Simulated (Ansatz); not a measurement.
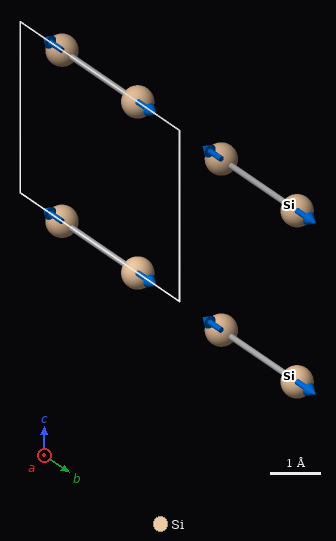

This is a relaxation of solid Si (a generated structure, set up in I4/mmm) (coarse preliminary run). The starting structure is drawn; blue arrows show the displacements (the part carried along by the change of the cell is left out), 10 times their true length.

The picture is a ball-and-stick view of the cell of the calculation, repeated 1 × 2 × 1 with one cell outlined, seen along the a axis.

These are results of DFT PBE, scalar-relativistic, plane waves, PAW (Ansatz), not measurements.

Input file:
```yaml
crystal:
  lattice:
    - [-2.02094346, 2.02094346, 2.67149412]
    - [2.02094346, -2.02094346, 2.67149412]
    - [2.02094346, 2.02094346, -2.67149412]
  atoms:
    - { symbol: Si, position: [0.73762837, 0.73762837, 0.0] }
    - { symbol: Si, position: [0.26237163, 0.26237163, 0.0] }
basis:
  ecutwfc: 420
kpoints:
  mp_grid: { grid: [6, 6, 6] }
hamiltonian:
  xc: pbe
scf:
  occupations: { method: gaussian, width: 0.1 }
  lower_state_search: "off"
output:
  forces: true
  stress: true
  eigenvalues: true
relax:
  adjacent_minimum: "off"
  f_tol: 0.04
  max_steps: 70
  cell: { stress_tol: 0.4 }
```

Command:
```bash
ansatz run input.yaml --threads 1 --pin off --max-ram 2560MiB --backend cpu --events-out ev --progress --plain --runs-dir out
```

### What did the optimiser do to the structure, and how much energy did it gain?

The largest moves relative to the cell, 0.063 Å, are those of Si1 and Si2. Si1 goes along [1 1 0]. The volume changes by −25.3 %, with a = b = c 3.912 → 3.590 Å (−8.2 %), α 117.8° → 120.2°, β 117.8° → 120.2°, γ 93.9° → 89.7°. Near-neighbour distances that change, for instance: Si1–Si2 2.861 → 2.531 Å, Si1–Si2 (another image) 2.804 → 2.547 Å, Si1–Si2 (another image) 2.539 → 2.546 Å. Within 0.06 Å the space group is I4/mmm at the start and Pm-3m at the end; at a tighter tolerance small leftover displacements or strains of the cell lower it. The energy falls by 354 meV per atom in 4 accepted moves (5 points after the start). Largest force component: 0.39 eV/Å at the start, 0.0016 eV/Å at the end. The pressure goes from −14.27 to −0.15 GPa. The SCF was repeated once at an unchanged geometry on a basis and grid sized afresh for the cell, which shifted the energy by 0.1 meV per atom at most. The run took 9 s on 1 thread of Arm Neoverse N1, with other jobs on the host, peak memory 0.28 GiB.
